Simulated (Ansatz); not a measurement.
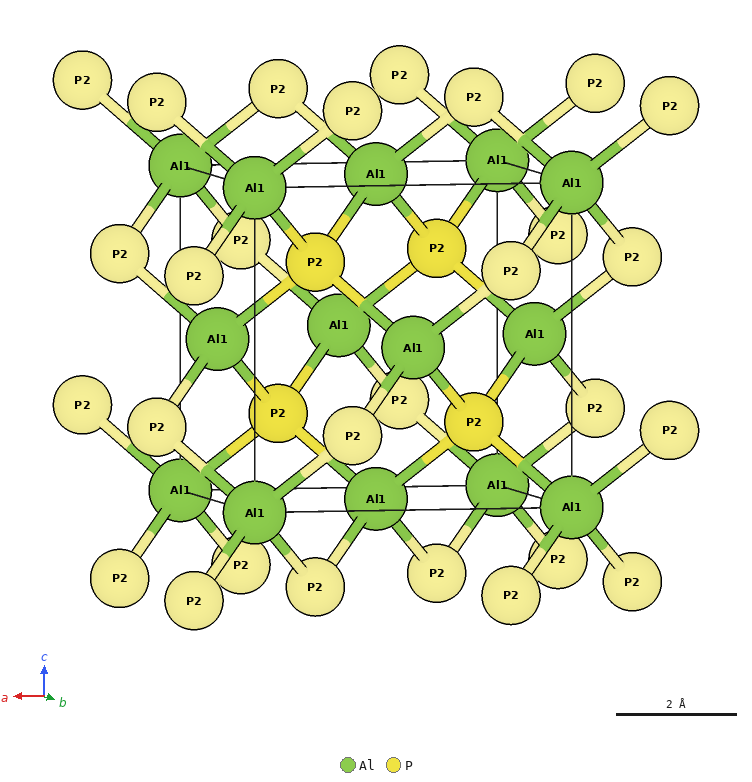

Figure 1. The input geometry of run A (ball-and-stick view of the cell 4 times as large as that of the calculation, set on its symmetry axes, seen at an oblique angle; neighbours outside the cell are drawn fainter; atoms are numbered from 1 in the order of the input).

## AlP: a changed input and its effect

System: AlP (F-43m, 2 atoms in the cell).
Method of run A: DFT r2SCAN+D3(BJ), scalar-relativistic, plane waves, PAW, no spin polarisation (Ansatz 0.2.0).

Text and figures count atoms from 1; the logs count them from 0 in places.

Input file, run A:
```yaml
crystal:
  lattice:
    - [0.0, 2.7202714449, 2.7202714449]
    - [2.7202714449, 0.0, 2.7202714449]
    - [2.7202714449, 2.7202714449, 0.0]
  atoms:
    - { symbol: Al, position: [0.0, 0.0, 0.0] }
    - { symbol: P, position: [0.25, 0.25, 0.25] }
basis:
  ecutwfc: 500
kpoints:
  mp_grid: { grid: [6, 6, 6] }
hamiltonian:
  xc: r2scan
  dispersion: d3bj
scf:
  occupations: { method: gaussian, width: 0.05 }
output:
  forces: true
  stress: true
  eigenvalues: true
```

Command:
```bash
ansatz run input.yaml --threads 1 --pin off --max-ram 2560MiB --backend cpu --events-out ev --progress --plain --runs-dir out
```

Hardware: 1 thread of Arm Neoverse N1, 54 GiB of memory available, shared host.

Output, shortened to warnings, some set-up lines, iterations and results (run A):
```
Warning: the engine holds no damping parameters fitted to this dispersion correction and functional, so the run takes those fitted to r2scan beside the three-body term, which d3bj leaves out (hamiltonian.dispersion, under Limitations)
Basis set: ecut = 500 eV, 965 PW (Γ), exchange–correlation on 120×120×120 points (64 copies of the dense FFT grid, shifted against one another)
Symmetry: 24 space group operations
k-points: 16 of 216 (time reversal used)
Initial density: superposition of atomic densities (neutral atoms: chi_scale 0, normalization atom), corrected by the library's trained network
[...]
SCF iter   1: F=—  HF=-1301.316432 eV  |F-HF|=—  |Δ(HF+E_count)|=         —  Δρ=2.91e-3  dr2=2.90e-3  dr2_τ=1.39e-2  ethr=1.77e-3  ⟨swp⟩=6.0  Hψ=1200  notcnv=0
SCF iter   2: F=—  HF=-1301.348813 eV  |F-HF|=—  |Δ(HF+E_count)|=   3.24e-2  Δρ=1.99e-3  dr2=1.30e-3  dr2_τ=1.88e-5  ethr=3.62e-5  ⟨swp⟩=2.6  Hψ=406  notcnv=0
SCF iter   3: F=—  HF=-1301.348925 eV  |F-HF|=—  |Δ(HF+E_count)|=   1.12e-4  Δρ=8.68e-4  dr2=5.23e-4  dr2_τ=5.70e-6  ethr=1.63e-5  ⟨swp⟩=2.1  Hψ=252  notcnv=0
SCF iter   4: F=—  HF=-1301.348862 eV  |F-HF|=—  |Δ(HF+E_count)|=   6.30e-5  Δρ=2.05e-4  dr2=2.55e-5  dr2_τ=2.43e-7  ethr=6.54e-6  ⟨swp⟩=2.6  Hψ=191  notcnv=0
SCF iter   5: F=—  HF=-1301.348868 eV  |F-HF|=—  |Δ(HF+E_count)|=   5.85e-6  Δρ=2.68e-5  dr2=1.63e-7  dr2_τ=9.96e-9  ethr=3.18e-7  ⟨swp⟩=2.2  Hψ=194  notcnv=0
SCF iter   6: F=-1301.348868 eV  HF=-1301.348868 eV  |F-HF|=1.50e-9  |Δ(HF+E_count)|=   8.86e-8  Δρ=2.14e-6  dr2=1.30e-9  dr2_τ=5.16e-11  ethr=1.25e-9  ⟨swp⟩=7.0  Hψ=784  …
SCF 1 converged in 6 iterations: F = -1301.348868 eV  dr2 = 1.30e-9
SCF converged after 6 iterations
Free energy (F): -1301.348868 eV
Harris-Foulkes:  -1301.348868 eV  (|F-HF|=1.50e-9)
Internal energy: -1301.348868 eV  (E = F + TS)
E sigma→0 (E₀):  -1301.348868 eV
Fermi energy:    5.935461 eV
--- Per-component energies (eV) ---
  E_band       = 2.939785
  E_kinetic    = 94.661703
  E_local      = -80.862586  (includes V_loc(G=0)·N_el)
  E_nonlocal   = 43.511464
  E_hartree    = 25.017992
  E_xc         = -95.951434
  E_vxc        = -97.063138  (∫ρ·V_xc dr)
  E_paw        = -1049.149992  (= ΣΔE_a)
  E_vpaw       = -11.426631  (= ΣTr[D̂ρ^β])
  E_aug_tail   = -0.000000  (compensation charges beyond the density's cutoff)
  E_vtau       = 4.082947  (kinetic-family band-sum trace: ∫τ·v_τ [+ j·A + Jᵃ·Aᵃ] dr)
  E_ewald      = -238.130741
  E_disp       = -0.294324  (pairwise vdW)
  E_core_change = -0.150950  (= ΣΔE_core)
  E_smearing   = -0.000000  (= −TS)
  E_closure    = -0.000000  (closes the sum)
  Σ components = -1301.348868   (vs F -1301.348868, Δ=0.00e0)
--- Forces (eV/Å), atoms counted from 1 ---
  atom   1  Al     0.00000000    -0.00000000    -0.00000000
  atom   2  P     -0.00000000     0.00000000     0.00000000
  max |Σ_I F_I| component: 7.40e-17 eV/Å
--- Stress (GPa, compression-positive) ---
        0.844398      -0.000000      -0.000000
        0.000000       0.844398       0.000000
       -0.000000       0.000000       0.844398
  P = ⅓ Tr σ = 0.8444 GPa (8.444 kbar)
```

For run B the input was changed thus:
```diff
-    - [0.0, 2.7202714449, 2.7202714449]
-    - [2.7202714449, 0.0, 2.7202714449]
-    - [2.7202714449, 2.7202714449, 0.0]
+    - [0.0, 2.6739400367, 2.6739400367]
+    - [2.6739400367, 0.0, 2.6739400367]
+    - [2.6739400367, 2.6739400367, 0.0]
```

What does this change do to the results?

With the same functional and potentials, run B lies 22.0 meV per atom higher. The gap on the mesh goes from 1.89 to 1.78 eV. The pressure goes from 0.84 to 6.35 GPa. The volume per atom goes from 20.13 to 19.12 Å³. The cell is scaled evenly with the atoms at fixed fractional positions, so −ΔP/Δ ln V estimates the bulk modulus midway between the two volumes: about 110 GPa. The number of SCF iterations is the same. The plane waves at Γ go from 965 to 941.

Output, shortened to warnings, some set-up lines, iterations and results (run B):
```
Warning: the engine holds no damping parameters fitted to this dispersion correction and functional, so the run takes those fitted to r2scan beside the three-body term, which d3bj leaves out (hamiltonian.dispersion, under Limitations)
Basis set: ecut = 500 eV, 941 PW (Γ), exchange–correlation on 120×120×120 points (64 copies of the dense FFT grid, shifted against one another)
Symmetry: 24 space group operations
k-points: 16 of 216 (time reversal used)
Initial density: superposition of atomic densities (neutral atoms: chi_scale 0, normalization atom), corrected by the library's trained network
[...]
SCF iter   1: F=—  HF=-1301.268105 eV  |F-HF|=—  |Δ(HF+E_count)|=         —  Δρ=2.99e-3  dr2=2.68e-3  dr2_τ=1.68e-2  ethr=1.77e-3  ⟨swp⟩=6.2  Hψ=1217  notcnv=0
SCF iter   2: F=—  HF=-1301.304843 eV  |F-HF|=—  |Δ(HF+E_count)|=   3.67e-2  Δρ=2.10e-3  dr2=1.30e-3  dr2_τ=2.00e-5  ethr=3.35e-5  ⟨swp⟩=2.8  Hψ=417  notcnv=0
SCF iter   3: F=—  HF=-1301.304939 eV  |F-HF|=—  |Δ(HF+E_count)|=   9.65e-5  Δρ=1.03e-3  dr2=6.10e-4  dr2_τ=6.36e-6  ethr=1.63e-5  ⟨swp⟩=2.0  Hψ=256  notcnv=0
SCF iter   4: F=—  HF=-1301.304933 eV  |F-HF|=—  |Δ(HF+E_count)|=   5.73e-6  Δρ=2.92e-4  dr2=4.37e-5  dr2_τ=2.70e-7  ethr=7.62e-6  ⟨swp⟩=2.2  Hψ=185  notcnv=0
SCF iter   5: F=—  HF=-1301.304941 eV  |F-HF|=—  |Δ(HF+E_count)|=   7.26e-6  Δρ=2.16e-5  dr2=2.09e-7  dr2_τ=4.92e-9  ethr=5.46e-7  ⟨swp⟩=2.2  Hψ=184  notcnv=0
SCF iter   6: F=-1301.304941 eV  HF=-1301.304941 eV  |F-HF|=5.73e-9  |Δ(HF+E_count)|=   1.40e-7  Δρ=5.43e-6  dr2=7.02e-9  dr2_τ=1.92e-10  ethr=1.25e-9  ⟨swp⟩=7.0  Hψ=783  …
SCF 1 converged in 6 iterations: F = -1301.304941 eV  dr2 = 7.02e-9
SCF converged after 6 iterations
Free energy (F): -1301.304941 eV
Harris-Foulkes:  -1301.304941 eV  (|F-HF|=5.73e-9)
Internal energy: -1301.304941 eV  (E = F + TS)
E sigma→0 (E₀):  -1301.304941 eV
Fermi energy:    6.398659 eV
--- Per-component energies (eV) ---
  E_band       = 6.006439
  E_kinetic    = 96.455799
  E_local      = -77.153258  (includes V_loc(G=0)·N_el)
  E_nonlocal   = 44.066503
  E_hartree    = 24.098155
  E_xc         = -96.691792
  E_vxc        = -98.054427  (∫ρ·V_xc dr)
  E_paw        = -1049.362712  (= ΣΔE_a)
  E_vpaw       = -11.609186  (= ΣTr[D̂ρ^β])
  E_aug_tail   = -0.000000  (compensation charges beyond the density's cutoff)
  E_vtau       = 4.104543  (kinetic-family band-sum trace: ∫τ·v_τ [+ j·A + Jᵃ·Aᵃ] dr)
  E_ewald      = -242.256836
  E_disp       = -0.309848  (pairwise vdW)
  E_core_change = -0.150950  (= ΣΔE_core)
  E_smearing   = -0.000000  (= −TS)
  E_closure    = 0.000000  (closes the sum)
  Σ components = -1301.304941   (vs F -1301.304941, Δ=0.00e0)
--- Forces (eV/Å), atoms counted from 1 ---
  atom   1  Al     0.00000000     0.00000000    -0.00000000
  atom   2  P     -0.00000000     0.00000000     0.00000000
  max |Σ_I F_I| component: 7.40e-17 eV/Å
--- Stress (GPa, compression-positive) ---
        6.346432      -0.000000      -0.000000
        0.000000       6.346432       0.000000
        0.000000       0.000000       6.346432
  P = ⅓ Tr σ = 6.3464 GPa (63.464 kbar)
```

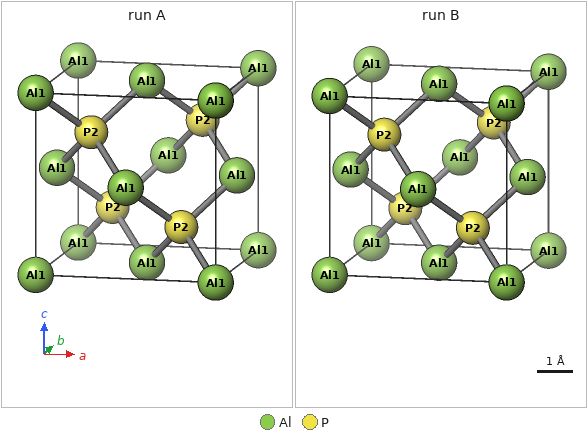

Figure 2. The two input geometries at one scale (ball-and-stick view of the cell 4 times as large as that of the calculation, set on its symmetry axes, seen slightly off an axis). The atoms keep their places relative to the cell (all moves are under 0.005 Å). The drawn cell changes as follows: a = b = c 5.441 → 5.348 Å (−1.7 %); the volume changes by −5.0 %. Among the contacts that change: Al1–P2 2.356 → 2.316 Å.

The two runs side by side:

```tsv
quantity	run A	run B
outcome	converged	converged
free energy per atom (eV)	−650.6744	−650.6525
gap on the mesh (eV)	1.89	1.78
pressure (GPa)	0.84	6.35
volume per atom (Å³)	20.13	19.12
largest force (eV/Å)	0.000	0.000
SCF iterations	6	6
irreducible k-points	16	16
plane waves at Γ	965	941
wall time (shared host)	3.9 s	3.8 s
```

For both runs: Warnings: the dispersion correction has no parameters fitted for this combination and takes those fitted for r2SCAN with other terms. For run B: The cell is under a pressure of 6.3 GPa at this level, so it is not at its equilibrium volume.
